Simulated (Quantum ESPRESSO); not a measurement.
# H on fcc sites of Cu(111): a series in the coverage, part 3 of 8

Aim: how the results for H on fcc sites of Cu(111) change with the coverage.

Quantum ESPRESSO 7.5; plane-wave DFT, PBE, GBRV ultrasoft pseudopotentials.

So far. Step 2 (Variable-cell relaxation of the reference):  The last row is no step: it is a fresh SCF in the final cell with a new plane-wave basis, -1 meV from the row before. Step 4 (Relaxing the ions of the reference): The relaxation lowers the energy by 1 meV an atom.

## 5. Relaxing the ions, 0 ML

What the set-up leaves free in this member is relaxed.

System of this step: Cu(111), 3 layers, 1 sites a cell. The cell holds 3 atoms: 3 Cu. Cell: a = 2.560 Å, b = 2.560 Å, c = 18.220 Å, α = 90.0°, β = 90.0°, γ = 60.0°. It derives from Cu. Vacuum lies along c.

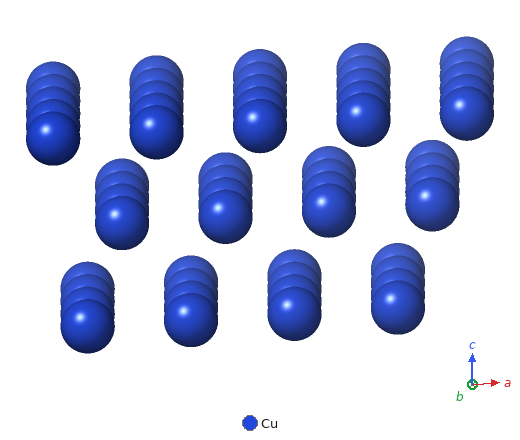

The cell of this step (copper blue). 4×4×1 cells are drawn. Some periodic images of atoms are drawn too.

Contents of m0.relax.in:

```
&control
  prefix = 'm0.relax'
  outdir = './out'
  pseudo_dir = './pseudo'
  nstep = 70
  forc_conv_thr = 0.0015
  calculation = 'relax'
/
&system
  ibrav = 0
  nat = 3
  ntyp = 1
  ecutwfc = 40
  ecutrho = 200
  occupations = 'smearing'
  smearing = 'mv'
  degauss = 0.02
/
&electrons
  conv_thr = 1e-07
  mixing_beta = 0.3
  electron_maxstep = 120
  mixing_mode = 'local-TF'
/
&ions
/
ATOMIC_SPECIES
  Cu  63.5460  cu_pbe_v1.2.uspp.F.UPF
CELL_PARAMETERS angstrom
  2.55988871576450 0.00000000000000 0.00000000000000
  1.27994435788225 2.21692865871318 0.00000000000000
  0.00000000000000 0.00000000000000 18.21995133859147
ATOMIC_POSITIONS crystal
  Cu  0.333333333300 0.333333333300 0.385282877812
  Cu  0.666666666700 0.666666666700 0.500000000000 0 0 0
  Cu  0.000000000000 0.000000000000 0.614717122188
K_POINTS automatic
  10 10 1 0 0 0
```

Command:

```
$ OMP_NUM_THREADS=1 mpirun -n 8 pw.x -nk 4 -in m0.relax.in > m0.relax.out
```

The program printed:

```text
[banner, memory and clock lines left out]
Program PWSCF v.7.5 starts

          URL

     Message from routine setup:
     using ibrav=0 with symmetry is DISCOURAGED, use correct ibrav instead

     bravais-lattice index     =            0
     lattice parameter (alat)  =       4.8375  a.u.
     unit-cell volume          =     697.7769 (a.u.)^3
     number of atoms/cell      =            3
     number of atomic types    =            1
     number of electrons       =        57.00
     number of Kohn-Sham states=           35
     kinetic-energy cutoff     =      40.0000  Ry
     charge density cutoff     =     200.0000  Ry
     scf convergence threshold =      1.0E-07
     mixing beta               =       0.3000
     number of iterations used =            8  local-TF  mixing
     energy convergence thresh.=      1.0E-04
     force convergence thresh. =      1.5E-03
     Exchange-correlation= SLA  PW   PBE  PBE
                           (   1   4   3   4   0   0   0)
     nstep                     =           70

     celldm(1)=   4.837489  celldm(2)=   0.000000  celldm(3)=   0.000000
     celldm(4)=   0.000000  celldm(5)=   0.000000  celldm(6)=   0.000000

     crystal axes: (cart. coord. in units of alat)
               a(1) = (   1.000000   0.000000   0.000000 )
               a(2) = (   0.500000   0.866025   0.000000 )
               a(3) = (   0.000000   0.000000   7.117478 )

     reciprocal axes: (cart. coord. in units 2 pi/alat)
               b(1) = (  1.000000 -0.577350  0.000000 )
               b(2) = (  0.000000  1.154701  0.000000 )
               b(3) = (  0.000000  0.000000  0.140499 )

     PseudoPot. # 1 for Cu read from file:
     ./pseudo/cu_pbe_v1.2.uspp.F.UPF
     Pseudo is Ultrasoft + core correction, Zval = 19.0
     Generated by new atomic code, or converted to UPF format
     Using radial grid of  867 points,  6 beta functions with:
                l(1) =   0
                l(2) =   0
                l(3) =   1
                l(4) =   1
                l(5) =   2
                l(6) =   2
     Q(r) pseudized with  8 coefficients,  rinner =    1.150   1.150   1.150
                                                       1.150   1.150

     atomic species   valence    mass     pseudopotential
     Cu               19.00    63.54600     Cu( 1.00)

     12 Sym. Ops., with inversion, found ( 6 have fractional translation)

   Cartesian axes

     site n.     atom                  positions (alat units)
         1        Cu     tau(   1) = (   0.5000000   0.2886751   2.7422424  )
         2        Cu     tau(   2) = (   1.0000000   0.5773503   3.5587389  )
         3        Cu     tau(   3) = (   0.0000000   0.0000000   4.3752355  )

     number of k points=    14  Marzari-Vanderbilt smearing, width (Ry)=  0.0200
                       cart. coord. in units 2pi/alat
        k(    1) = (   0.0000000   0.0000000   0.0000000), wk =   0.0200000
        k(    2) = (   0.0000000   0.1154701   0.0000000), wk =   0.1200000
        k(    3) = (   0.0000000   0.2309401   0.0000000), wk =   0.1200000
        k(    4) = (   0.0000000   0.3464102   0.0000000), wk =   0.1200000
        k(    5) = (   0.0000000   0.4618802   0.0000000), wk =   0.1200000
        k(    6) = (   0.0000000  -0.5773503   0.0000000), wk =   0.0600000
        k(    7) = (   0.1000000   0.1732051   0.0000000), wk =   0.1200000
        k(    8) = (   0.1000000   0.2886751   0.0000000), wk =   0.2400000
        k(    9) = (   0.1000000   0.4041452   0.0000000), wk =   0.2400000
        k(   10) = (   0.1000000  -0.6350853   0.0000000), wk =   0.2400000
        k(   11) = (   0.2000000   0.3464102   0.0000000), wk =   0.1200000
        k(   12) = (   0.2000000  -0.6928203   0.0000000), wk =   0.2400000
        k(   13) = (   0.2000000  -0.5773503   0.0000000), wk =   0.1200000
        k(   14) = (   0.3000000  -0.6350853   0.0000000), wk =   0.1200000

     Dense  grid:    33203 G-vectors     FFT dimensions: (  24,  24, 160)

     Smooth grid:    23827 G-vectors     FFT dimensions: (  24,  24, 144)

     Initial potential from superposition of free atoms

     starting charge      54.0000, renormalised to      57.0000

     negative rho (up, down):  1.204E-04 0.000E+00
     Starting wfcs are   39 randomized atomic wfcs

     per-process dynamical memory:    20.5 Mb

     Self-consistent Calculation

     iteration #  1     ecut=    40.00 Ry     beta= 0.30
     Davidson diagonalization with overlap
     ethr =  1.00E-02,  avg # of iterations =  7.1

     negative rho (up, down):  1.597E-02 0.000E+00

     total energy              =   -1208.62477948 Ry
     estimated scf accuracy    <      36.64703071 Ry

     iteration #  2     ecut=    40.00 Ry     beta= 0.30
     Davidson diagonalization with overlap
     ethr =  1.00E-02,  avg # of iterations =  3.2

     negative rho (up, down):  1.188E-02 0.000E+00

     total energy              =   -1211.08343758 Ry
     estimated scf accuracy    <       0.82535645 Ry

     iteration #  3     ecut=    40.00 Ry     beta= 0.30
     Davidson diagonalization with overlap
     ethr =  1.45E-03,  avg # of iterations =  3.6

     negative rho (up, down):  4.289E-03 0.000E+00

     total energy              =   -1211.27370417 Ry
     estimated scf accuracy    <       0.03190118 Ry

     iteration #  4     ecut=    40.00 Ry     beta= 0.30
     Davidson diagonalization with overlap
     ethr =  5.60E-05,  avg # of iterations =  7.7

     total energy              =   -1211.27467921 Ry
     estimated scf accuracy    <       0.02417001 Ry

     iteration #  5     ecut=    40.00 Ry     beta= 0.30
     Davidson diagonalization with overlap
     ethr =  4.24E-05,  avg # of iterations =  2.1

     total energy              =   -1211.27938457 Ry
     estimated scf accuracy    <       0.01290503 Ry

     iteration #  6     ecut=    40.00 Ry     beta= 0.30
     Davidson diagonalization with overlap
     ethr =  2.26E-05,  avg # of iterations =  1.2

     negative rho (up, down):  4.745E-07 0.000E+00

     total energy              =   -1211.27459892 Ry
     estimated scf accuracy    <       0.01182067 Ry

     iteration #  7     ecut=    40.00 Ry     beta= 0.30
     Davidson diagonalization with overlap
     ethr =  2.07E-05,  avg # of iterations =  2.7

     negative rho (up, down):  3.311E-06 0.000E+00

     total energy              =   -1211.27833357 Ry
     estimated scf accuracy    <       0.00870147 Ry

     iteration #  8     ecut=    40.00 Ry     beta= 0.30
     Davidson diagonalization with overlap
     ethr =  1.53E-05,  avg # of iterations =  2.6

[...]
total energy              =   -1211.27675614 Ry
     estimated scf accuracy    <       0.00000018 Ry

     iteration # 16     ecut=    40.00 Ry     beta= 0.30
     Davidson diagonalization with overlap
     ethr =  3.19E-10,  avg # of iterations =  4.3

     negative rho (up, down):  5.129E-05 0.000E+00

     total energy              =   -1211.27675609 Ry
     estimated scf accuracy    <       0.00000080 Ry

     iteration # 17     ecut=    40.00 Ry     beta= 0.30
     Davidson diagonalization with overlap
     ethr =  3.19E-10,  avg # of iterations =  3.1

     negative rho (up, down):  5.265E-05 0.000E+00

     End of self-consistent calculation

          k = 0.0000 0.0000 0.0000 (  2925 PWs)   bands (ev):

  -110.1793-109.8675-109.8674 -67.5511 -67.5422 -67.5422 -67.2379 -67.2379
   -67.2377 -67.2377 -67.2197 -67.2153  -6.2740  -4.2649  -2.7790  -0.5875
    -0.5829  -0.5829  -0.4865  -0.3201  -0.3201  -0.1913  -0.1913   0.2951
     0.2951   0.6212   0.6212   0.8276   0.8276   0.9028   2.3190   6.5802
     7.2840   7.8360  10.1392

          k = 0.0000 0.1155 0.0000 (  2947 PWs)   bands (ev):

  -110.1785-109.8666-109.8666 -67.5501 -67.5500 -67.5442 -67.2455 -67.2454
   -67.2398 -67.2397 -67.2186 -67.2147  -5.9576  -3.9693  -2.5421  -0.7394
    -0.6034  -0.5710  -0.4759  -0.3019  -0.2483  -0.2363  -0.0816   0.2098
     0.2743   0.3492   0.5461   0.6141   0.8283   1.4076   3.0049   6.8576
     7.5975   8.1045  10.5056

          k = 0.0000 0.2309 0.0000 (  2969 PWs)   bands (ev):

  -110.1762-109.8644-109.8643 -67.5707 -67.5494 -67.5470 -67.2658 -67.2653
   -67.2449 -67.2448 -67.2159 -67.2133  -5.0502  -3.1758  -1.9708  -0.9959
    -0.8624  -0.5842  -0.4208  -0.2564  -0.2180  -0.1233  -0.0482   0.1366
     0.2156   0.3352   0.5858   0.6015   0.8317   2.1961   4.4169   7.6882
     8.5338   8.9258  11.3305

          k = 0.0000 0.3464 0.0000 (  2974 PWs)   bands (ev):

  -110.1733-109.8616-109.8615 -67.5960 -67.5557 -67.5433 -67.2907 -67.2896
   -67.2513 -67.2510 -67.2128 -67.2114  -3.7446  -2.3648  -1.6531  -1.2370
    -0.9701  -0.6097  -0.3185  -0.2247  -0.1415  -0.0688   0.1914   0.3341
     0.5310   0.6073   0.6346   0.8450   0.9285   3.2827   6.2289   9.0446
    10.0506  10.2888  11.2840

          k = 0.0000 0.4619 0.0000 (  2996 PWs)   bands (ev):

  -110.1710-109.8593-109.8593 -67.6164 -67.5609 -67.5405 -67.3109 -67.3092
   -67.2564 -67.2561 -67.2107 -67.2095  -2.6527  -2.1241  -1.7250  -1.4994
    -0.9702  -0.6025  -0.3049  -0.2534   0.1976   0.3657   0.6490   0.6550
     0.7858   0.9535   0.9792   1.0689   2.0514   4.6206   7.5719   8.3681
     9.3898  11.2616  11.9772

          k = 0.0000-0.5774 0.0000 (  3000 PWs)   bands (ev):

  -110.1702-109.8584-109.8584 -67.6242 -67.5629 -67.5394 -67.3186 -67.3166
   -67.2583 -67.2580 -67.2101 -67.2086  -2.3498  -2.1093  -1.7123  -1.6500
    -0.9917  -0.6506  -0.3383  -0.1047   0.3307   0.3742   0.7337   0.8147
     0.8176   1.0859   1.0965   2.4145   3.5381   3.9375   6.8730   8.0459
     8.8246  11.4456  11.7623

          k = 0.1000 0.1732 0.0000 (  2967 PWs)   bands (ev):

  -110.1769-109.8651-109.8650 -67.5638 -67.5483 -67.5479 -67.2590 -67.2586
   -67.2439 -67.2438 -67.2168 -67.2137  -5.3438  -3.4180  -2.1239  -0.9344
    -0.7514  -0.6412  -0.3720  -0.3519  -0.2594  -0.1695   0.1060   0.1276
     0.1542   0.3848   0.3900   0.7056   0.7832   1.9696   3.9970   7.4120
     8.2227   8.6504  11.0563

          k = 0.1000 0.2887 0.0000 (  2964 PWs)   bands (ev):

  -110.1743-109.8625-109.8625 -67.5853 -67.5555 -67.5446 -67.2802 -67.2794
   -67.2509 -67.2508 -67.2138 -67.2121  -4.2150  -2.5592  -1.5892  -1.1135
    -1.0007  -0.6239  -0.5444  -0.4527  -0.2005  -0.0789   0.0453   0.2534
     0.4290   0.5701   0.6259   0.7635   0.9005   2.8870   5.5586   8.5205
     9.4635   9.7659  12.1492

          k = 0.1000 0.4041 0.0000 (  2969 PWs)   bands (ev):

  -110.1718-109.8600-109.8600 -67.6067 -67.5627 -67.5413 -67.3013 -67.2999
   -67.2580 -67.2579 -67.2112 -67.2102  -2.9344  -2.0731  -1.5893  -1.2761
    -0.9945  -0.6474  -0.4273  -0.3074  -0.0268   0.0316   0.2955   0.3834
     0.5973   0.7998   0.8167   1.1535   1.7671   4.2566   7.4924   9.3374
    10.2337  11.2236  11.3393

          k = 0.1000-0.6351 0.0000 (  2995 PWs)   bands (ev):

  -110.1702-109.8584-109.8584 -67.6199 -67.5672 -67.5394 -67.3144 -67.3126
   -67.2624 -67.2623 -67.2099 -67.2087  -2.2692  -2.0083  -1.6535  -1.4810
    -0.9880  -0.5901  -0.4963  -0.1800   0.1706   0.3376   0.5434   0.6647
     0.7288   0.8476   0.9466   2.3717   3.4619   4.9438   7.2274   8.0795
     9.5559  11.0465  12.6031

          k = 0.2000 0.3464 0.0000 (  2969 PWs)   bands (ev):

  -110.1720-109.8603-109.8602 -67.6004 -67.5661 -67.5416 -67.2951 -67.2938
   -67.2613 -67.2611 -67.2113 -67.2106  -3.0394  -1.9916  -1.3372  -1.2479
    -0.8512  -0.7397  -0.6418  -0.5490  -0.2261  -0.1976   0.2298   0.3156
     0.4861   0.7917   0.8079   1.2194   1.7993   4.1419   7.2414   9.8932
    10.9635  11.1461  11.9432

          k = 0.2000-0.6928 0.0000 (  2994 PWs)   bands (ev):

  -110.1702-109.8584-109.8584 -67.6109 -67.5762 -67.5393 -67.3055 -67.3041
   -67.2713 -67.2710 -67.2095 -67.2091  -2.0866  -1.7967  -1.4804  -1.2143
    -0.9213  -0.8511  -0.4088  -0.3428  -0.1607  -0.0771   0.2329   0.3755
     0.5582   0.8150   0.9105   2.3839   3.5363   5.8951   8.2194   9.2729
    10.1620  10.8961  12.0451

          k = 0.2000-0.5774 0.0000 (  3015 PWs)   bands (ev):

  -110.1695-109.8577-109.8577 -67.6147 -67.5804 -67.5384 -67.3092 -67.3077
   -67.2754 -67.2751 -67.2091 -67.2083  -1.8619  -1.7487  -1.4817  -1.2708
    -0.9638  -0.8014  -0.4795  -0.2655  -0.0534   0.1179   0.2222   0.4892
     0.6988   0.7417   0.8541   4.1400   4.8002   5.5064   7.3815   8.8402
     9.4777  10.6520  12.0925

          k = 0.3000-0.6351 0.0000 (  3027 PWs)   bands (ev):

  -110.1692-109.8575-109.8575 -67.6067 -67.5914 -67.5380 -67.3013 -67.3002
   -67.2862 -67.2855 -67.2085 -67.2084  -1.5585  -1.5529  -1.3852  -1.2808
    -1.1113  -0.6913  -0.3563  -0.2849  -0.2543  -0.2527   0.2145   0.2989
     0.6412   0.7454   0.8173   4.4243   5.8739   7.1512   7.3070   8.6863
     9.0743   9.8391  11.1592

     the Fermi energy is     2.3432 ev

!    total energy              =   -1211.27675624 Ry
     estimated scf accuracy    <       0.00000003 Ry
     smearing contrib. (-TS)   =      -0.00067925 Ry
     internal energy E=F+TS    =   -1211.27607699 Ry

     The total energy is F=E-TS. E is the sum of the following terms:
     one-electron contribution =   -6015.57959325 Ry
     hartree contribution      =    3013.94011872 Ry
     xc contribution           =    -116.32832031 Ry
     ewald contribution        =    1906.69171784 Ry

     convergence has been achieved in  17 iterations

     negative rho (up, down):  5.265E-05 0.000E+00

     Forces acting on atoms (cartesian axes, Ry/au):

     atom    1 type  1   force =     0.00000000    0.00000000    0.00017113
     atom    2 type  1   force =     0.00000000    0.00000000    0.00000000
     atom    3 type  1   force =     0.00000000    0.00000000   -0.00017113

     Total force =     0.000242     Total SCF correction =     0.000314
     SCF correction compared to forces is large: reduce conv_thr to get better values

     BFGS Geometry Optimization
     Energy error            =      5.9E-08 Ry
     Gradient error          =      1.7E-04 Ry/Bohr

     bfgs converged in   1 scf cycles and   0 bfgs steps
     (criteria: energy <  1.0E-04 Ry, force <  1.5E-03 Ry/Bohr)

     End of BFGS Geometry Optimization

     Final energy             =   -1211.2767562421 Ry
Begin final coordinates

ATOMIC_POSITIONS (crystal)
Cu               0.3333333333        0.3333333333        0.3852828778
Cu               0.6666666667        0.6666666667        0.5000000000    0   0   0
Cu               0.0000000000        0.0000000000        0.6147171222
End final coordinates

     XML data file, charge density, pseudopotentials, collected wavefunctions

                                        0.00s GPU  (     297 calls)
```

Elapsed: 12 s, on 8 MPI ranks of Arm Neoverse V1, shared host; peak memory 0.54 GiB; 92 s of CPU time.

No atom moved by 0.005 Å in the relaxation.

 On the free atoms the largest force ends at 0.004 eV/Å.

This step gave:

| Quantity | Value |
| --- | --- |
| free energy | -16480.2598 eV |
| Fermi energy | 2.343 eV |

[end of part 3 of 8]

[Logs are printed without paths, hosts, clocks, repeated set-up lines and the standing remarks that a program may print on its own settings, such as how far it seeks lower states.]

[Hosts, paths, dates, database ids (printed as entryN), source tags and the programs' standing remarks are cut or masked in the printed files.]

[Maps of the electrostatic potential energy from Ansatz leave out the sawtooth potential of an applied field or a dipole correction, so their vacuum need not be flat; planar profiles and work functions include it.]
